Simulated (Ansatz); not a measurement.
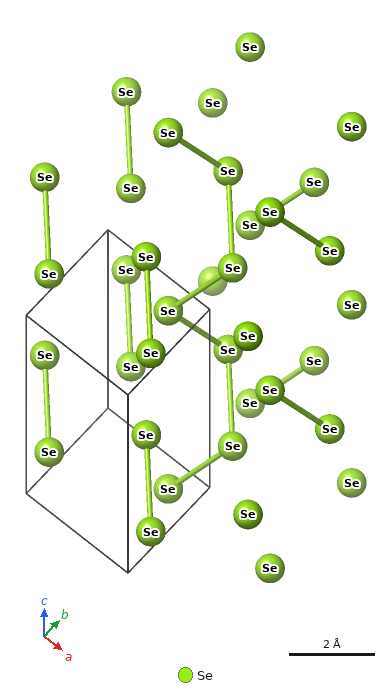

Reference structure: a crystal of Se (set up in P3_121). The picture is a ball-and-stick view of the cell of the calculation, repeated 2 × 2 × 2 with one cell outlined, seen from a free direction.

Method: DFT, LDA, PAW with Ansatz's default frozen-core files, scalar-relativistic in Ansatz 0.2.0. Settings: plane-wave cutoff 420 eV; k-point mesh 6 × 6 × 5; occupations fermi dirac; smearing width 0.03 eV; no spin polarisation.

Change: The cell is strained by −2.0 % roughly along [3 2 2] and +1.0 % across it (volume 0.0 %), the atoms keeping their fractional coordinates. No relaxation follows.

The input:
```yaml
crystal:
  lattice:
    - [4.3661999489, -0.0436619995, -0.0436619995]
    - [-2.2209123752, 3.8030710735, -0.015981401]
    - [-0.049536, -0.049536, 4.9536]
  atoms:
    - { symbol: Se, position: [0.2254, 0.0, 0.3333333333] }
    - { symbol: Se, position: [0.0, 0.2254, 0.6666666667] }
    - { symbol: Se, position: [0.7746, 0.7746, 0.0] }
kpoints:
  mp_grid: { grid: [6, 6, 5] }
scf:
  occupations: { method: fermi_dirac, width: 0.03 }
hamiltonian:
  xc: lda
  pseudopotentials: { kind: paw }
output:
  forces: true
  stress: true
  eigenvalues: true
  efg: { contact_densities: true }
  write_density: true
  write_potential: true
  elf: true
  volumetric_format: npy
```

Run as
```bash
ansatz run input.yaml --threads 1 --pin off --max-ram 4096MiB --backend cpu --events-out ev --progress --plain --runs-dir out
```

Q: What is the effect?

A: Energy change: +5.2 meV per atom. Pressure: −1.3 GPa before, −1.2 GPa after. The principal stresses (compression positive) are 1.3 GPa along [2 1 2], −2.2 GPa along [3 0 −2], −2.5 GPa roughly along [1 3 −1]. The largest force is 0.52 eV/Å, on Se3, roughly along [−2 −1 −2]. Near-neighbour distances before and after: Se–Se 2.373 → 2.330 to 2.397 Å. The space group (tolerance 0.01 Å) goes from P3_121 (No. 152) to P1 (No. 1).

The changed structure in the same view:

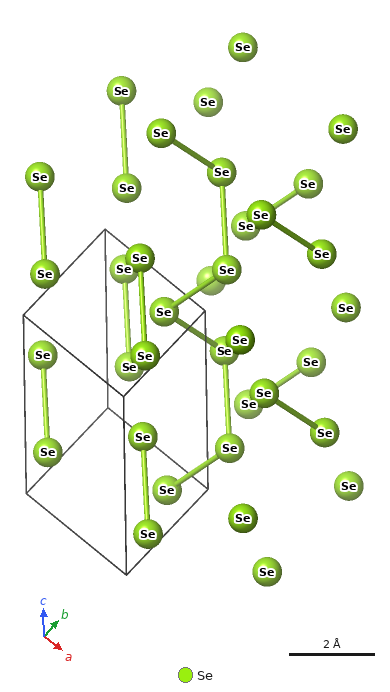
